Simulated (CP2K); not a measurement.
**A series of single points on Na2S**

System: Na2S (Fm-3m, 3 atoms in the cell).
Method: Kohn-Sham DFT of a periodic cell, PBEsol, GTH-PBE with UZH-TZVP basis, no spin polarisation (CP2K 2026.2).

The 6 runs differ only in the geometry, by an even scaling of the cell at fixed fractional positions. The structure derives from an entry of the Crystallography Open Database.

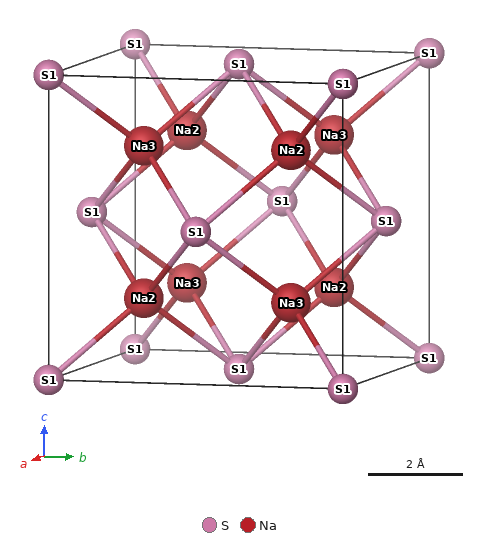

Figure 1. The structure of run 4 (ball-and-stick view of the cell 4 times as large as that of the calculation, set on its symmetry axes, seen slightly off an axis; atoms are numbered from 1 in the order of the input).

**Input of run 4**
```
&GLOBAL
  PROJECT na2s_eos
  RUN_TYPE ENERGY_FORCE
  PRINT_LEVEL LOW
&END GLOBAL
&FORCE_EVAL
  METHOD QS
  STRESS_TENSOR ANALYTICAL
  &DFT
    BASIS_SET_FILE_NAME BASIS_MOLOPT_UZH
    POTENTIAL_FILE_NAME POTENTIAL_UZH
    WFN_RESTART_FILE_NAME previous-RESTART.kp
    &MGRID
      CUTOFF 1350
      REL_CUTOFF 60
      NGRIDS 5
    &END MGRID
    &QS
      METHOD GPW
      EPS_DEFAULT 1.0E-10
    &END QS
    &KPOINTS
      SCHEME MONKHORST-PACK 7 7 7
      GAMMA_CENTERED T
      SYMMETRY T
      SYMMETRY_BACKEND SPGLIB
    &END KPOINTS
    &SCF
      SCF_GUESS RESTART
      EPS_SCF 1.0E-6
      MAX_SCF 100
      ADDED_MOS 12
      CHOLESKY OFF
      EPS_EIGVAL 1.0E-7
      &DIAGONALIZATION ON
        ALGORITHM STANDARD
      &END DIAGONALIZATION
      &MIXING ON
        METHOD BROYDEN_MIXING
        ALPHA 0.4
        BETA 1.5
        NBUFFER 8
      &END MIXING
      &SMEAR ON
        METHOD FERMI_DIRAC
        ELECTRONIC_TEMPERATURE [K] 116.045
      &END SMEAR
    &END SCF
    &XC
      &XC_FUNCTIONAL
        &GGA_X_PBE_SOL
        &END GGA_X_PBE_SOL
        &GGA_C_PBE_SOL
        &END GGA_C_PBE_SOL
      &END XC_FUNCTIONAL
    &END XC
    &PRINT
      &KPOINTS ON
      &END KPOINTS
      &MULLIKEN ON
      &END MULLIKEN
      &MO ON
        ENERGIES T
        OCCUPATION_NUMBERS T
        &EACH
          QS_SCF 0
        &END EACH
        ADD_LAST NUMERIC
      &END MO
    &END PRINT
  &END DFT
  &SUBSYS
    &CELL
      ABC 4.6600874541 4.6600874541 4.6600874541
      ALPHA_BETA_GAMMA 60.0000000000 59.9999999994 59.9999999994
      PERIODIC XYZ
    &END CELL
    &COORD
      SCALED
      S   0.0000000000 0.0000000000 0.0000000000
      Na  0.7500000000 0.7500000000 0.7500000000
      Na  0.2500000000 0.2500000000 0.2500000000
    &END COORD
    &KIND S
      BASIS_SET TZVP-MOLOPT-PBE-GTH-q6
      POTENTIAL GTH-PBE-q6
    &END KIND
    &KIND Na
      BASIS_SET TZVP-MOLOPT-PBE-GTH-q9
      POTENTIAL GTH-PBE-q9
    &END KIND
    &PRINT
      &ATOMIC_COORDINATES ON
      &END ATOMIC_COORDINATES
      &CELL ON
      &END CELL
      &SYMMETRY ON
      &END SYMMETRY
    &END PRINT
  &END SUBSYS
  &PRINT
    &FORCES ON
    &END FORCES
    &STRESS_TENSOR ON
    &END STRESS_TENSOR
  &END PRINT
&END FORCE_EVAL
```

Command:
```bash
OMP_NUM_THREADS=1 cp2k.psmp -i na2s_eos.inp -o na2s_eos.out
```

Run 5 has the same physical settings and fractional positions; its lattice vectors (Å) are:
```
   4.690349    0.000000    0.000000
   2.345174    4.061961    0.000000
   2.345174    1.353987    3.829654
```

**Results, with one run withheld**

```csv
run,volume per atom (Å³),"free energy per atom, from the lowest run given (meV)",pressure (GPa),gap on the mesh (eV)
1,21.982,7.44,2.01,2.50
2,22.450,2.68,1.26,2.43
3,22.918,0.00,0.59,2.36
4,23.853,0.07,−0.57,2.23
5,24.321,?,?,?
6,24.789,6.23,−1.51,2.12
```

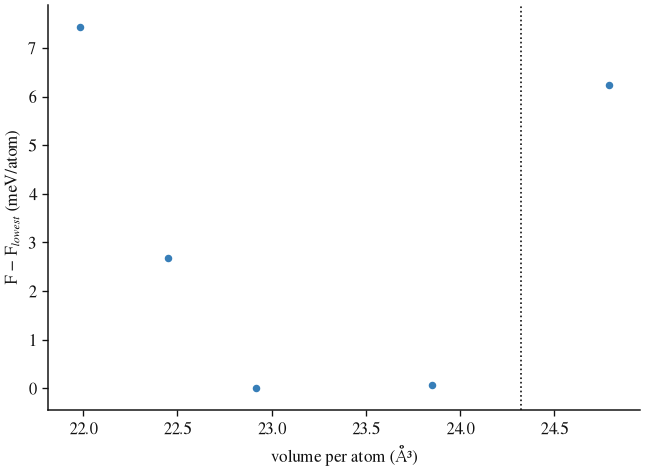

Figure 2. Free energy per atom of the runs given; the dotted line marks run 5.

What should run 5 give?

A cubic polynomial in V^(−2/3) (the Birch–Murnaghan form), fitted to the 5 runs given, misses them by under 0.01 meV per atom. With x = V^(−2/3) − 0.12307 Å⁻², it reads F = −0.64122 + 459.52 x + 3.176e+05 x² + 2.9336e+05 x³ (meV per atom). At run 5 it gives 2.47 meV per atom, and the run itself gives 2.46. The slope of the fit gives a pressure −dF/dV of −1.06 GPa there, and the run prints −1.06 GPa. The fit has its minimum at 23.368 Å³ per atom, where V d²F/dV² gives 28.9 GPa: the bulk modulus at this level, since symmetry fixes the shape and the positions. The gap on the mesh goes, without turning, from 2.50 eV in run 1 to 2.12 eV in run 6; run 5 has 2.17 eV. These are gaps of this functional on this mesh, which can miss the band edges; they aren't the measured gap.

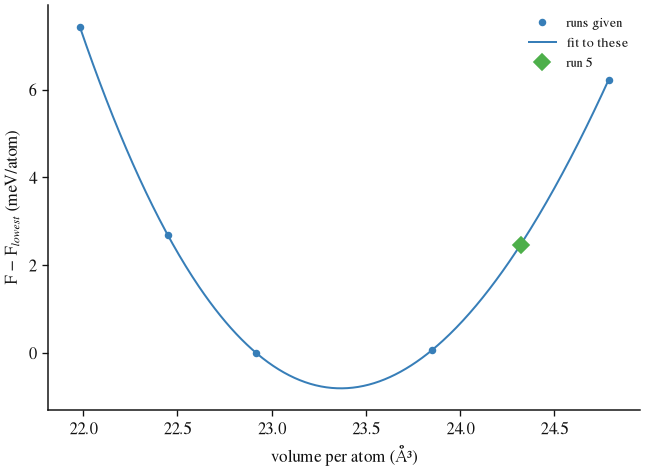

Figure 3. The fit and the withheld run.

**Some lines of the output (run 5)**
```
[...]
 MO| Band gap:            0.167437 a.u.          4.556192 eV
 MO| Band gap:            0.176695 a.u.          4.808102 eV
 MO| Band gap:            0.173312 a.u.          4.716047 eV
 MO| Band gap:            0.162389 a.u.          4.418825 eV
 MO| Band gap:            0.168547 a.u.          4.586404 eV
 MO| Band gap:            0.190105 a.u.          5.173019 eV
 MO| Band gap:            0.189707 a.u.          5.162193 eV
 MO| Band gap:            0.165891 a.u.          4.514121 eV
 MO| Band gap:            0.172225 a.u.          4.686476 eV
 MO| Band gap:            0.182890 a.u.          4.976691 eV
 MO| Band gap:            0.197520 a.u.          5.374793 eV
 MO| Band gap:            0.201273 a.u.          5.476926 eV
 MO| Band gap:            0.206447 a.u.          5.617713 eV
 MO| Band gap:            0.141397 a.u.          3.847614 eV
```
